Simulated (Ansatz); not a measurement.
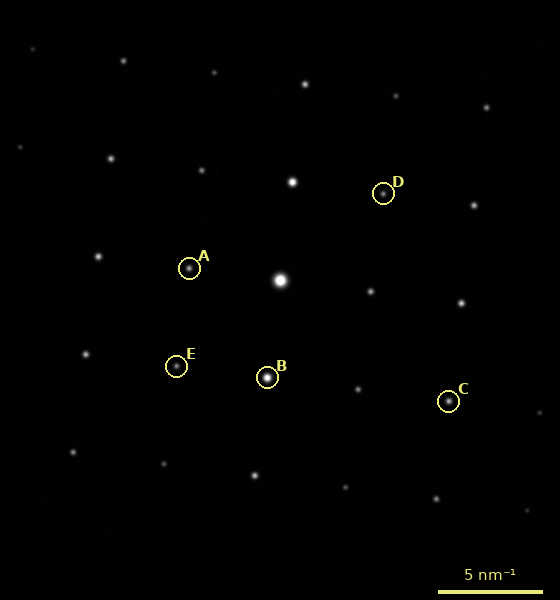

Kinematic zone-axis pattern, calculated for 200 keV electrons with B = 0.5 Å². The zone axis points towards the electron source and the pattern is seen from the source side.

Crystal: Cr, space group P6/mmm (No. 191), a = 4.21 Å, c = 2.27 Å (hexagonal axes). Structure: the geometry relaxed with Ansatz 0.2.0, DFT, m-r2SCAN, plane waves (500 eV) with PAW, scalar-relativistic; the starting structure was generated, so it need not be a known form of this composition.

Spot A is indexed 0 0 -1 and spot B -1 2 0.

Index the other marked spots.

C = −2A + B = -1 2 2 (d = 0.997 Å). D = −A − B = 1 -2 1 (d = 1.541 Å). E = A + B = -1 2 -1 (d = 1.541 Å).

Which zone axis is this?

The cross product of A and B is parallel to [210]; every spot obeys hu + kv + lw = 0.

What are the spacings of A and B and the angle between them?

d(A) = 2.266 Å, d(B) = 2.103 Å, and the angle is 90.0°.
